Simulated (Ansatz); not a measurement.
Run report: Ni, geometry relaxation (part 3 of 3)

The same run, continued: Ni (interface cell, 24 atoms in the cell); DFT PBE, scalar-relativistic, plane waves, PAW (Ansatz 0.2.0); cutoff 420 eV, 14×6×2 k-mesh, Gaussian smearing of 0.1 eV, collinear spins. The structure derives from an entry of the Crystallography Open Database. The run did not end well. It belongs to a series of runs on one base structure; here: symmetric tilt boundary Sigma 3 (2 1 1), mirror between planes, shift [0, 0.5].

Geometry of the input (Å; fractional positions):
```
2.4879  0.0000  0.0000
0.0000  6.0942  0.0000
0.0000  0.0000  17.5369
Ni 1.0000  0.3333  0.1433
Ni 0.0000  0.6667  0.0614
Ni 0.5000  1.0000  0.1023
Ni 0.5000  0.3333  0.0204
Ni 0.5000  0.6667  0.1843
Ni 1.0000  1.0000  0.2252
Ni 1.0000  0.3333  0.3890
Ni 1.0000  0.6667  0.3071
Ni 0.5000  1.0000  0.3481
Ni 0.5000  0.3333  0.2662
Ni 0.5000  0.6667  0.4300
Ni 1.0000  1.0000  0.4709
Ni 1.0000  0.8333  0.8481
Ni 0.0000  0.1667  0.9301
Ni 0.5000  0.5000  0.8891
Ni 0.5000  0.8333  0.9710
Ni 0.5000  0.1667  0.8072
Ni 1.0000  0.5000  0.7662
Ni 1.0000  0.8333  0.6024
Ni 1.0000  0.1667  0.6843
Ni 0.5000  0.5000  0.6434
Ni 0.5000  0.8333  0.7253
Ni 0.5000  0.1667  0.5615
Ni 1.0000  0.5000  0.5205
```

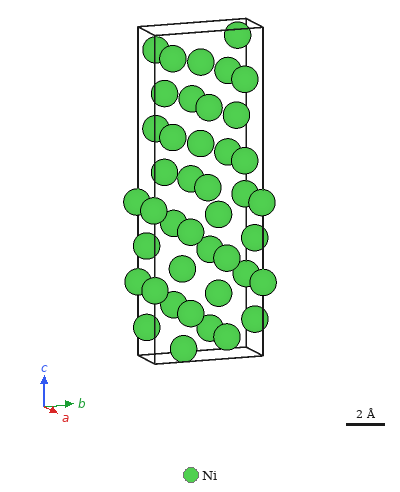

*The geometry at step 3 of the log (spheres-only view of the cell of the calculation, seen slightly off an axis).*

Trajectory as extended XYZ, continued:
```
24
Lattice="2.4879 0.0000 0.0000 0.0000 6.0942 0.0000 0.0000 0.0000 17.5874" Properties=species:S:1:pos:R:3:forces:R:3 step=2 energy=-140151.38182 pressure_GPa=0.72
Ni    2.4879    2.0294    2.5318    0.0000  -0.0383  -0.0161
Ni    0.0000    4.0588    1.1043    0.0000  -0.4886   0.7477
Ni    1.2440    6.0976    1.7875    0.0000   0.0406  -0.2248
Ni    1.2440    2.0474    0.3832    0.0000   0.4814   0.7805
Ni    1.2440    4.0634    3.2485    0.0000   0.0044   0.0417
Ni    2.4879    6.0958    3.9543    0.0000   0.0205  -0.0147
Ni    2.4879    2.0280    6.8548    0.0000  -0.0393   0.2281
Ni    2.4879    4.0621    5.3939    0.0000  -0.0044  -0.0414
Ni    1.2440    6.0962    6.1106    0.0000   0.0383   0.0164
Ni    1.2440    2.0298    4.6881    0.0000  -0.0206   0.0147
Ni    1.2440    4.0667    7.5380    0.0000   0.4815  -0.7367
Ni    2.4879    6.0782    8.2591    0.0000  -0.4756  -0.7662
Ni    2.4879    5.0765   14.9052    0.0000  -0.0383   0.0161
Ni    0.0000    1.0117   16.3327    0.0000  -0.4886  -0.7477
Ni    1.2440    3.0505   15.6495    0.0000   0.0406   0.2248
Ni    1.2440    5.0945   17.0538    0.0000   0.4814  -0.7805
Ni    1.2440    1.0164   14.1885    0.0000   0.0044  -0.0417
Ni    2.4879    3.0487   13.4827    0.0000   0.0205   0.0147
Ni    2.4879    5.0751   10.5821    0.0000  -0.0393  -0.2281
Ni    2.4879    1.0150   12.0431    0.0000  -0.0044   0.0414
Ni    1.2440    3.0491   11.3264    0.0000   0.0383  -0.0164
Ni    1.2440    5.0769   12.7489    0.0000  -0.0206  -0.0147
Ni    1.2440    1.0196    9.8990    0.0000   0.4815   0.7367
Ni    2.4879    3.0311    9.1779    0.0000  -0.4756   0.7662
24
Lattice="2.4879 0.0000 0.0000 0.0000 6.0942 0.0000 0.0000 0.0000 17.6490" Properties=species:S:1:pos:R:3:forces:R:3 step=3 energy=-140151.60661 pressure_GPa=-0.37
Ni    2.4879    2.0224    2.5664    0.0000   0.0084   0.0001
Ni    0.0000    4.0607    1.1652    0.0000  -0.0154  -0.0140
Ni    1.2440    6.1110    1.7340    0.0000   0.0149   0.0282
Ni    1.2440    2.0935    0.4362    0.0000   0.0044   0.0089
Ni    1.2440    4.0684    3.2754    0.0000  -0.0084   0.0063
Ni    2.4879    6.0992    3.9434    0.0000   0.0020  -0.0083
Ni    2.4879    2.0145    6.9396    0.0000  -0.0151  -0.0286
Ni    2.4879    4.0572    5.3981    0.0000   0.0087  -0.0062
Ni    1.2440    6.1032    6.1072    0.0000  -0.0088   0.0000
Ni    1.2440    2.0263    4.7301    0.0000  -0.0020   0.0083
Ni    1.2440    4.0649    7.5082    0.0000   0.0151   0.0147
Ni    2.4879    6.0320    8.2374    0.0000  -0.0039  -0.0089
Ni    2.4879    5.0695   14.9316    0.0000   0.0084  -0.0001
Ni    0.0000    1.0136   16.3328    0.0000  -0.0154   0.0140
Ni    1.2440    3.0640   15.7640    0.0000   0.0149  -0.0282
Ni    1.2440    5.1406   17.0618    0.0000   0.0044  -0.0089
Ni    1.2440    1.0213   14.2226    0.0000  -0.0084  -0.0063
Ni    2.4879    3.0521   13.5546    0.0000   0.0020   0.0083
Ni    2.4879    5.0616   10.5584    0.0000  -0.0151   0.0286
Ni    2.4879    1.0101   12.1000    0.0000   0.0087   0.0062
Ni    1.2440    3.0561   11.3908    0.0000  -0.0088   0.0000
Ni    1.2440    5.0734   12.7679    0.0000  -0.0020  -0.0083
Ni    1.2440    1.0178    9.9898    0.0000   0.0151  -0.0147
Ni    2.4879    2.9849    9.2607    0.0000  -0.0039   0.0089
```
